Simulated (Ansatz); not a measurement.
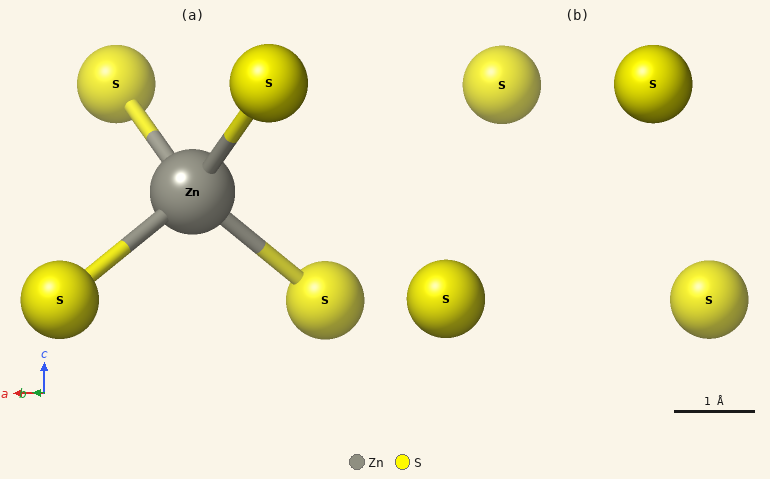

Left: perfect ZnS. Right: the same region with one point defect, after relaxing the atoms in a supercell of 54 sites. A ball-and-stick model of the atoms within 3.3 Å of one point, seen from a free direction.

Level of theory: DFT PBE, scalar-relativistic, plane waves, PAW in Ansatz. Set-up: plane-wave cutoff 420 eV; k-point mesh 2 × 2 × 2; occupations gaussian; smearing width 0.01 eV; collinear spin. The cell is small and the k-mesh coarse, so the numbers are rough. The axes drawn are those of the host's conventional cell.

Question: What kind of defect was made?

Answer: A zinc atom is taken out (a vacancy).

The charge state of the cell is 0.

Question: How does the lattice respond?

Answer: Around the empty Zn site the host had 4 S at 2.36 Å; after relaxation the nearest atoms are 4 S at 2.34 Å. Of the host's atoms, a zinc atom moves furthest from its site, by 0.05 Å.
